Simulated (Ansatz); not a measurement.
**Energy of BN along a shift of atoms along one path**

System: BN (P1, 4 atoms in the cell).
Method: DFT PBE, scalar-relativistic, plane waves, PAW, no spin polarisation (Ansatz 0.2.0).

The 9 runs differ only in the geometry, by a shift of atoms along one path in a fixed cell. The shift s is measured from run 5: N3 moves along the Cartesian direction (−0.25, 0.80, 0.55), and B1, B2 and N4 with it in fixed proportion. The structure derives from a Materials Project entry.

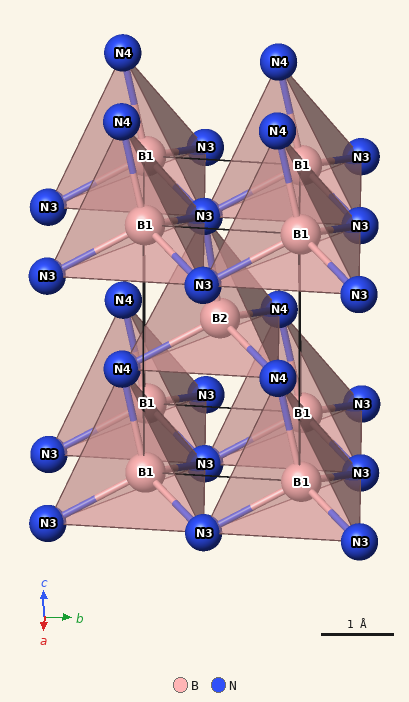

Figure 1. The structure of run 5 (polyhedral view of the cell of the calculation, seen at an oblique angle; polyhedra are completed across the faces of the cell; atoms are numbered from 1 in the order of the input).

### Input of run 5
```yaml
crystal:
  lattice:
    - [0.0, -1.8123937734, -1.8123937734]
    - [-1.8123937734, 0.0, -1.8123937734]
    - [1.8123937734, 1.8123937734, -3.6247875468]
  atoms:
    - { symbol: B, position: [0.0041121302, 0.0119918157, 0.0] }
    - { symbol: B, position: [0.4958878698, 0.4880081843, 0.5] }
    - { symbol: "N", position: [0.3792082115, 0.3872720083, 0.875] }
    - { symbol: "N", position: [0.8707917885, 0.8627279917, 0.375] }
basis:
  ecutwfc: 520.0
kpoints:
  mp_grid: { grid: [6, 6, 6] }
hamiltonian:
  xc: pbe
scf:
  occupations: { method: gaussian, width: 0.05 }
output:
  forces: true
  stress: true
  eigenvalues: true
```

Command:
```bash
ansatz run input.yaml --threads 1 --pin off --max-ram 2048MiB --backend cpu --events-out ev --progress --plain --runs-dir out
```

Lattice vectors (Å) and fractional positions of run 5:
```
   0.000000   -1.812394   -1.812394
  -1.812394    0.000000   -1.812394
   1.812394    1.812394   -3.624788
B   0.004112  0.011992 -0.000000
B   0.495888  0.488008  0.500000
N   0.379208  0.387272  0.875000
N   0.870792  0.862728  0.375000
```

Run 3 differs from it as follows:
```diff
-    - { symbol: B, position: [0.0041121302, 0.0119918157, 0.0] }
-    - { symbol: B, position: [0.4958878698, 0.4880081843, 0.5] }
-    - { symbol: "N", position: [0.3792082115, 0.3872720083, 0.875] }
-    - { symbol: "N", position: [0.8707917885, 0.8627279917, 0.375] }
+    - { symbol: B, position: [0.0187338588, 0.0074511363, 0.0] }
+    - { symbol: B, position: [0.4812661412, 0.4925488637, 0.5] }
+    - { symbol: "N", position: [0.3941715814, 0.3826252345, 0.875] }
+    - { symbol: "N", position: [0.8558284186, 0.8673747655, 0.375] }
```

### Results, with one run withheld

```tsv
run	shift s of N3 (Å)	free energy per atom, from the lowest run given (meV)	pressure (GPa)	gap on the mesh (eV)	force along the path (eV/Å)
1	−0.0680	37.61	−0.24	4.31	3.538
2	−0.0510	24.08	−0.17	4.36	2.832
3	−0.0340	?	?	?	?
4	−0.0170	6.02	−0.06	4.42	1.417
5	0.0000	1.51	−0.03	4.43	0.708
6	0.0170	0.00	−0.02	4.44	0.000
7	0.0340	1.51	−0.03	4.43	−0.708
8	0.0510	6.02	−0.06	4.42	−1.417
9	0.0680	13.55	−0.11	4.39	−2.124
```

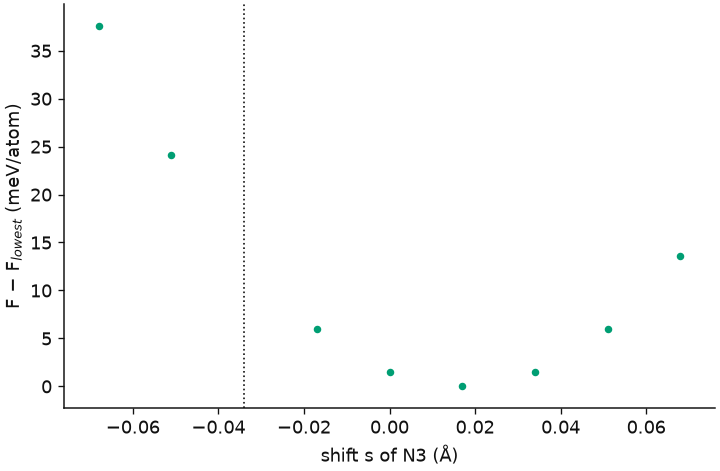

Figure 2. Free energy per atom of the runs given; the dotted line marks run 3.

What should run 3 give?

A cubic polynomial in the coordinate, fitted to the 8 runs given, misses them by under 0.01 meV per atom. With x = s − 0.0042, it reads F = 0.85627 − 133.38 x + 5206.5 x² + 40.506 x³ (meV per atom). At run 3 it gives 13.55 meV per atom, and the run itself gives 13.55. The slope of the fit gives a force −dF/ds of 2.124 eV/Å along the path (summed over the atoms that move), and the printed forces give 2.124 eV/Å. The fit has its minimum at s = 0.0170 Å. The gap on the mesh lies between 4.31 eV (run 1) and 4.44 eV (run 6); run 3 has 4.39 eV. These are gaps of this functional on this mesh, which can miss the band edges; they aren't the measured gap.

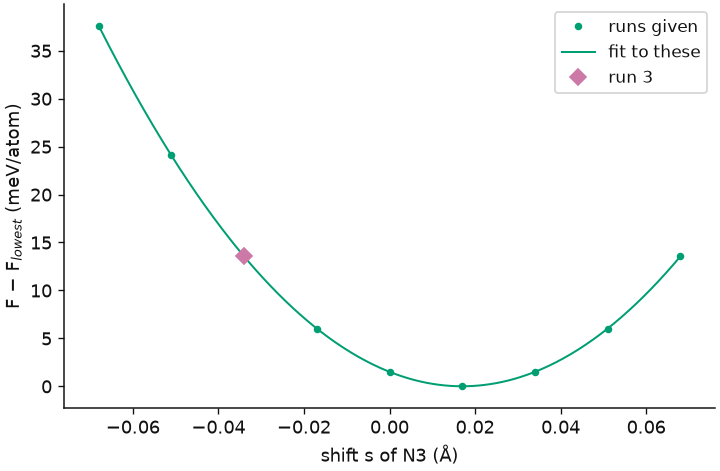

Figure 3. The fit and the withheld run.

### Output, shortened to warnings, some set-up lines, iterations and results (run 3)
```
Basis set: ecut = 520 eV, 663 PW (Γ), exchange–correlation on 40×40×72 points (8 copies of the dense FFT grid, shifted against one another)
Symmetry: 1 space group operations
k-points: 112 of 216 (time reversal used)
Initial density: superposition of atomic densities (neutral atoms: chi_scale 0, normalization atom), corrected by the library's trained network
[...]
SCF iter   1: F=—  HF=-1084.482334 eV  |F-HF|=—  |Δ(HF+E_count)|=         —  Δρ=2.27e-3  dr2=5.51e-4  ethr=1.77e-3  ⟨swp⟩=5.7  Hψ=7264  notcnv=0
SCF iter   2: F=—  HF=-1084.482724 eV  |F-HF|=—  |Δ(HF+E_count)|=   3.91e-4  Δρ=1.13e-3  dr2=8.69e-5  ethr=3.45e-6  ⟨swp⟩=2.0  Hψ=3136  notcnv=0
SCF iter   3: F=—  HF=-1084.482821 eV  |F-HF|=—  |Δ(HF+E_count)|=   9.67e-5  Δρ=5.24e-4  dr2=1.73e-5  ethr=5.43e-7  ⟨swp⟩=2.2  Hψ=2089  notcnv=0
SCF iter   4: F=—  HF=-1084.482862 eV  |F-HF|=—  |Δ(HF+E_count)|=   4.04e-5  Δρ=4.49e-5  dr2=1.83e-7  ethr=1.08e-7  ⟨swp⟩=2.1  Hψ=2162  notcnv=0
SCF iter   5: F=-1084.482862 eV  HF=-1084.482862 eV  |F-HF|=7.07e-9  |Δ(HF+E_count)|=   2.39e-7  Δρ=9.11e-6  dr2=7.32e-9  ethr=1.15e-9  ⟨swp⟩=2.0  Hψ=2240  notcnv=0
SCF iter   6: F=-1084.482862 eV  HF=-1084.482862 eV  |F-HF|=3.53e-9  |Δ(HF+E_count)|=   1.08e-8  Δρ=4.05e-6  dr2=4.35e-9  ethr=4.58e-11  ⟨swp⟩=2.0  Hψ=4516  notcnv=0
SCF 1 converged in 6 iterations: F = -1084.482862 eV  dr2 = 4.35e-9
SCF converged after 6 iterations
Free energy (F): -1084.482862 eV
Harris-Foulkes:  -1084.482862 eV  (|F-HF|=3.53e-9)
Internal energy: -1084.482862 eV  (E = F + TS)
E sigma→0 (E₀):  -1084.482862 eV
Fermi energy:    13.297167 eV
--- Per-component energies (eV) ---
  E_band       = 51.666779
  E_kinetic    = 369.920039
  E_local      = -351.605778  (includes V_loc(G=0)·N_el)
  E_nonlocal   = 113.275509
  E_hartree    = 98.468908
  E_xc         = -186.560500
  E_vxc        = -232.025325  (∫ρ·V_xc dr)
  E_paw        = -412.863543  (= ΣΔE_a)
  E_vpaw       = -44.835408  (= ΣTr[D̂ρ^β])
  E_aug_tail   = 0.000019  (compensation charges beyond the density's cutoff)
  E_ewald      = -715.117515
  E_smearing   = -0.000000  (= −TS)
  E_closure    = 0.000000  (closes the sum)
  Σ components = -1084.482862   (vs F -1084.482862, Δ=0.00e0)
--- Forces (eV/Å), atoms counted from 1 ---
  atom   1  B      0.12923124     0.31344441     0.44113807
  atom   2  B     -0.12000380    -0.31246035    -0.43260848
  atom   3  N      0.16259705     0.41852309     0.57923251
  atom   4  N     -0.17182355    -0.41950621    -0.58776325
  max |Σ_I F_I| component: 1.15e-6 eV/Å
--- Stress (GPa, compression-positive) ---
        0.622993       0.075897      -0.222980
        0.075895      -0.075373      -0.352295
       -0.222976      -0.352292      -0.863259
  P = ⅓ Tr σ = -0.1052 GPa (-1.052 kbar)
```
